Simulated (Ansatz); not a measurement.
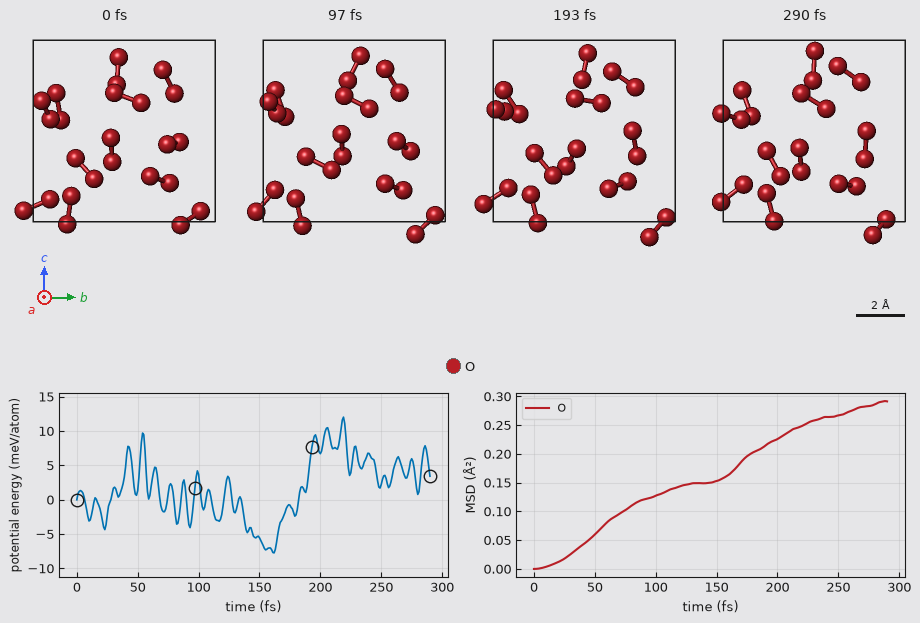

A Born-Oppenheimer molecular dynamics run of a periodic cell with 12 O2 at 1.413 g/cm³, 290 fs long. It starts from the last geometry of an earlier run, with fresh velocities. Frames and the history of the run. A ball-and-stick model of the simulation cell, seen along the a axis.

These are results of DFT PBE-D3(BJ), scalar-relativistic, plane waves, PAW (Ansatz), not measurements. Settings: plane-wave cutoff 420 eV; k-point mesh 1 × 1 × 1; Fermi-Dirac smearing 0.02 eV; spin collinear; low-accuracy preset; Langevin thermostat (NVT); set temperature 300 K; time step 1 fs; friction 0.05 per fs.

The input:
```yaml
accuracy: low
crystal:
  lattice:
    - [7.6699, 0.0, 0.0]
    - [0.0, 7.6699, 0.0]
    - [0.0, 0.0, 7.6699]
  atoms:
    - { symbol: O, position: [0.92093467, 0.33434267, 0.23589331], spin: 1.0 }
    - { symbol: O, position: [0.88627349, 0.23271121, 0.34957918], spin: 1.0 }
    - { symbol: O, position: [0.4702775, 0.71268244, 0.83626723], spin: 1.0 }
    - { symbol: O, position: [0.40434085, 0.77666052, 0.70605592], spin: 1.0 }
    - { symbol: O, position: [0.65044163, 0.04566917, 0.66596517], spin: 1.0 }
    - { symbol: O, position: [0.543824, 0.09499427, 0.56456795], spin: 1.0 }
    - { symbol: O, position: [0.65388985, 0.64270254, 0.25086376], spin: 1.0 }
    - { symbol: O, position: [0.53702138, 0.75050957, 0.21305427], spin: 1.0 }
    - { symbol: O, position: [0.10019368, 0.47010257, 0.904977], spin: 1.0 }
    - { symbol: O, position: [0.15318908, 0.45838737, 0.7544137], spin: 1.0 }
    - { symbol: O, position: [-0.04038708, 0.80513872, 0.43894041], spin: 1.0 }
    - { symbol: O, position: [0.10233456, 0.73751702, 0.42598658], spin: 1.0 }
    - { symbol: O, position: [0.74124223, 0.44531347, 0.70992074], spin: 1.0 }
    - { symbol: O, position: [0.75422152, 0.59322642, 0.65448179], spin: 1.0 }
    - { symbol: O, position: [0.22092024, 0.09191703, 0.12381766], spin: 1.0 }
    - { symbol: O, position: [0.23453787, -0.053435, 0.06100641], spin: 1.0 }
    - { symbol: O, position: [0.36759352, 0.42687189, 0.46156672], spin: 1.0 }
    - { symbol: O, position: [0.28595912, 0.43385552, 0.33000924], spin: 1.0 }
    - { symbol: O, position: [0.58002242, 0.20909652, 0.14193084], spin: 1.0 }
    - { symbol: O, position: [0.55208605, 0.18596015, -0.01352306], spin: 1.0 }
    - { symbol: O, position: [0.84146785, 0.92080852, 0.05852889], spin: 1.0 }
    - { symbol: O, position: [0.92743143, 0.81028153, -0.01817691], spin: 1.0 }
    - { symbol: O, position: [0.1909407, 0.12572668, 0.70833383], spin: 1.0 }
    - { symbol: O, position: [0.14014906, 0.151885, 0.55917022], spin: 1.0 }
magnetization:
  spin_polarized: true
basis:
  ecutwfc: 420.0
kpoints:
  mp_grid: { grid: [1, 1, 1] }
hamiltonian:
  xc: pbe
  dispersion: d3bj
scf:
  occupations: { method: fermi_dirac, width: 0.02 }
  lower_state_search: "off"
md:
  timestep: 1
  n_steps: 290
  ensemble: nvt_langevin
  temperature: 300.0
  initial_velocities: maxwell_boltzmann
  seed: 2911
  friction: 0.05
```

Launched with:
```bash
ansatz run input.yaml --threads 1 --pin off --max-ram 3072MiB --backend cpu --events-out ev --progress --plain --runs-dir out
```

Question: What happens in this trajectory?

Answer: Over the second half the temperature averages 319 K (spread ±45 K). The potential energy in the second half lies on average 3.0 meV per atom above the first frame. In the second half of the run the atoms are, in the root-mean-square, this far from where they began (common drift taken out): O 0.48 Å. The heavy atoms stay within a fraction of a molecule's size of their starting places; so short a run doesn't tell a liquid from a solid.

Limits of the set-up: the program's low-accuracy preset was used; the periodic images lie only 7.7 Å apart, so the values are limited by the cell's size.
